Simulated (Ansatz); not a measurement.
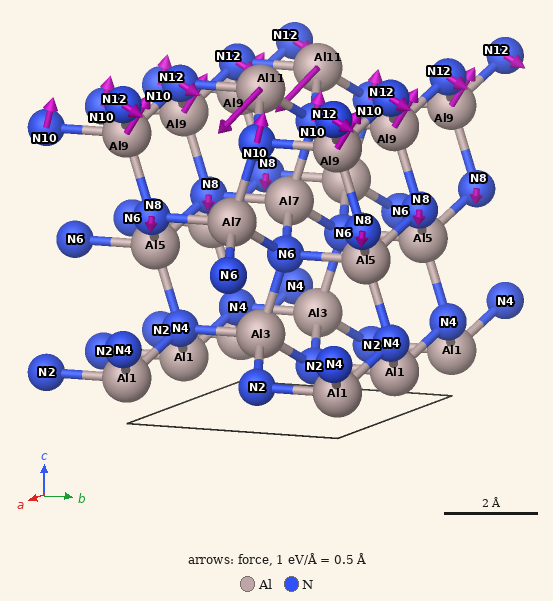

Starting geometry of a slab of composition AlN (cut from the P6_3mc phase) with the computed forces as purple arrows. The picture is a ball-and-stick view of the 2 × 1 repeat of the cell, outlined in the plane, without the vacuum, seen slightly off an axis.

Case: clean slab, lower half held. The slab is the (1 0 0) face of AlN. 6 atoms are held fixed.

Level of theory: DFT r2SCAN, scalar-relativistic, plane waves, PAW in Ansatz.

Input
```yaml
crystal:
  lattice:
    - [3.1066653474, 0.0, 0.0]
    - [0.0, 4.9784048409, 0.0]
    - [0.0, 0.0, 23.2777192611]
  atoms:
    - { symbol: Al, position: [0.0, 0.998307098, 0.3651560492] }
    - { symbol: "N", position: [0.0, 0.616692902, 0.3651560492] }
    - { symbol: Al, position: [0.5, 0.498307098, 0.4036828923] }
    - { symbol: "N", position: [0.5, 0.116692902, 0.4036828923] }
    - { symbol: Al, position: [0.5, 0.998307098, 0.4807365785] }
    - { symbol: "N", position: [0.5, 0.616692902, 0.4807365785] }
    - { symbol: Al, position: [0.0, 0.498307098, 0.5192634215] }
    - { symbol: "N", position: [0.0, 0.116692902, 0.5192634215] }
    - { symbol: Al, position: [0.0, 0.998307098, 0.5963171077] }
    - { symbol: "N", position: [0.0, 0.616692902, 0.5963171077] }
    - { symbol: Al, position: [0.5, 0.498307098, 0.6348439508] }
    - { symbol: "N", position: [0.5, 0.116692902, 0.6348439508] }
basis:
  ecutwfc: 500
kpoints:
  mp_grid: { grid: [9, 6, 1] }
hamiltonian:
  xc: r2scan
scf:
  occupations: { method: gaussian, width: 0.05 }
output:
  forces: true
  eigenvalues: true
  write_density: true
  write_potential: true
  elf: true
  volumetric_format: npy
relax:
  adjacent_minimum: "off"
  f_tol: 0.03
  max_steps: 70
  constraints: [{ sites: [0, 1, 2, 3, 4, 5] }]
efield:
  axis: 3
  dipole_correction: true
  ramp_width: 0.04
```

Run as
```bash
ansatz run input.yaml --threads 4 --pin off --max-ram 10240MiB --backend cpu --events-out ev --progress --plain --runs-dir out
```

> Is this structure relaxed? If not, where do the atoms go?

It isn't relaxed: the largest force vector, on Al11, is 2.92 eV/Å. The final displacements follow the starting forces only in part (cosine between the two patterns 0.81). The energy falls by 0.558 eV per cell of the calculation in 5 geometry steps. The largest force component goes from 2.1 to 0.0048 eV/Å. The atom that moves furthest is Al11 (0.30 Å at 25° to the normal (−c side)). By element the largest moves are Al 0.30 Å, N 0.08 Å. The cell doesn't change. Among the contacts that change: Al11–N12 1.900 → 1.760 Å, N8–Al9 1.888 → 1.969 Å, Al9–N12 1.888 → 1.825 Å, Al7–N10 1.888 → 1.948 Å. Bond angles that change, for instance: Al7–N10–Al11 110.7° → 101.2°, N10–Al11–N12 108.2° → 116.1°, Al9–N12–Al9 110.7° → 116.6°. Cost: 2.2 min on 4 threads of Intel(R) Xeon(R) Platinum 8259CL CPU @ 2.50GHz (Skylake/Cascade Lake), on a shared host, peak memory 1.5 GiB.
